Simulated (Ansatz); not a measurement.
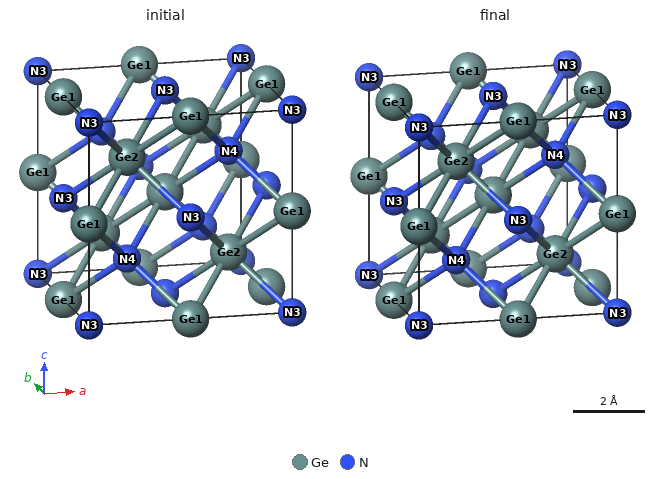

The structure of a crystal of GeN (built on the NaTl (B32)_227 type) (coarse preliminary run) before (left) and after (right) a relaxation, at one scale.

Style: ball-and-stick. Shown: the conventional cell (4 times the calculation's cell), slightly off an axis. Lengths and directions refer to the drawn axes.

Case: NaTl (B32) type (Fd-3m, No. 227).

The calculation used DFT PBE, scalar-relativistic, plane waves, PAW in Ansatz. Set-up: plane-wave cutoff 420 eV; k-point mesh 6 × 6 × 6; occupations gaussian; smearing width 0.1 eV; no spin polarisation; cell and atoms relaxed; force threshold 0.04 eV/Å; at most 70 steps.

> Summarise the run.

The energy falls by 21.5 meV per atom in 2 accepted moves (3 points after the start). All forces vanish by symmetry, so only the cell relaxes. Pressure: −6.64 GPa at the start and −0.30 GPa at the end. At 1 point the geometry stayed and the basis and grid were re-selected for the new cell (energy shift of 1.5 meV per atom at most each time). The atoms keep their places relative to the cell (all moves are under 0.005 Å). The drawn cell changes as follows: a = b = c 5.974 → 5.832 Å (−2.4 %); the volume changes by −7.0 %. Among the contacts that change: Ge1–N4 2.587 → 2.525 Å, Ge1–Ge2 2.587 → 2.525 Å. The space group stays Fd-3m (No. 227). Cost: 5.9 s on 1 thread of Arm Neoverse V1, with other jobs on the host, peak memory 0.31 GiB.
